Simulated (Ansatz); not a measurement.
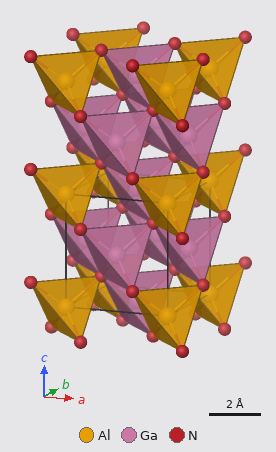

Starting structure of a crystal of AlGa3N4 (set up in P-42m). Style: polyhedral. Shown: the cell of the calculation, repeated 1 × 1 × 2 with one cell outlined, slightly off an axis.

Case: biaxial strain in the a-b plane of -3.0 %; c and atoms relaxed.

All numbers below come from Ansatz 0.2.0, DFT PBEsol, scalar-relativistic, plane waves, PAW.

Input
```yaml
crystal:
  lattice:
    - [4.3335990829, 0.0, 0.0]
    - [0.0, 4.3335990829, 0.0]
    - [0.0, 0.0, 4.5480452231]
  atoms:
    - { symbol: Al, position: [0.0, 0.0, 0.0] }
    - { symbol: Ga, position: [0.5, 0.5, 0.0] }
    - { symbol: Ga, position: [0.5, 0.0, 0.5] }
    - { symbol: Ga, position: [0.0, 0.5, 0.5] }
    - { symbol: "N", position: [0.7551711795, 0.7551711795, 0.2451888876] }
    - { symbol: "N", position: [0.7551711795, 0.2448288205, 0.7548111124] }
    - { symbol: "N", position: [0.2448288205, 0.7551711795, 0.7548111124] }
    - { symbol: "N", position: [0.2448288205, 0.2448288205, 0.2451888876] }
basis:
  ecutwfc: 420
kpoints:
  mp_grid: { grid: [6, 6, 6] }
hamiltonian:
  xc: pbesol
scf:
  occupations: { method: gaussian, width: 0.02 }
output:
  forces: true
  stress: true
  eigenvalues: true
relax:
  adjacent_minimum: "off"
  f_tol: 0.008
  max_steps: 40
  cell: { stress_tol: 0.015, fix: [a, b, gamma] }
```

Command:
```bash
ansatz run input.yaml --threads 2 --pin off --max-ram 5120MiB --backend cpu --events-out ev --progress --plain --runs-dir out
```

**What does the optimiser find from here?**

The atoms keep their places relative to the cell (all moves are under 0.005 Å). Cell: a = b unchanged at 4.334 Å, c 4.548 → 4.607 Å (+1.3 %). Volume +1.3 %. Some distances before and after: Ga2–N5 1.921 → 1.930 Å, Al1–N5 1.869 → 1.878 Å. The space group stays P-42m (No. 111). After 3 accepted moves (5 points after the start) the energy has fallen by 15.5 meV per cell of the calculation. Largest force component: 0.012 eV/Å at the start, 0.00026 eV/Å at the end. The pressure goes from 8.84 to 5.85 GPa. At 2 points the geometry stayed and the basis and grid were re-selected for the new cell (energy shift of 4.1 meV per cell of the calculation at most each time).

After the run, drawn alike:

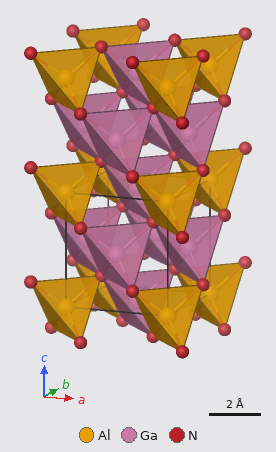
